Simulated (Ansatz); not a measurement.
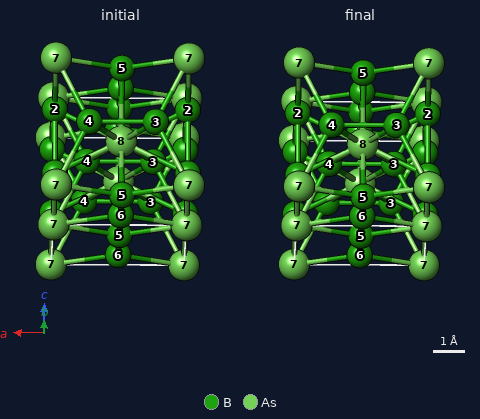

The structure of crystalline B3As (built on the A15_223 type) (coarse preliminary run) before (left) and after (right) a relaxation, at one scale.

A ball-and-stick model of the cell of the calculation, repeated 1 × 2 × 1 with one cell outlined, seen from a free direction.

Case: A15 type (Pm-3n, No. 223).

These are results of DFT r2SCAN, scalar-relativistic, plane waves, PAW (Ansatz 0.2.0), not measurements. Settings: plane-wave cutoff 500 eV; k-point mesh 4 × 4 × 4; occupations gaussian; smearing width 0.1 eV; no spin polarisation; cell and atoms relaxed; force threshold 0.04 eV/Å; at most 70 steps.

What changed between the two?

The atoms keep their places relative to the cell (all moves are under 0.005 Å). The drawn cell changes as follows: a = b = c 4.369 → 4.266 Å (−2.4 %); the volume changes by −6.9 %. Some distances before and after: As–B 2.442 → 2.385 Å, B–B 2.184 → 2.133 Å. The space group stays Pm-3n (No. 223). After 2 accepted moves (3 points after the start) the energy has fallen by 16.9 meV per atom. All forces vanish by symmetry, so only the cell relaxes. Pressure: −7.20 GPa at the start and 0.21 GPa at the end. The SCF was repeated once at an unchanged geometry on a basis and grid sized afresh for the cell, which shifted the energy by 0.1 meV per atom at most.
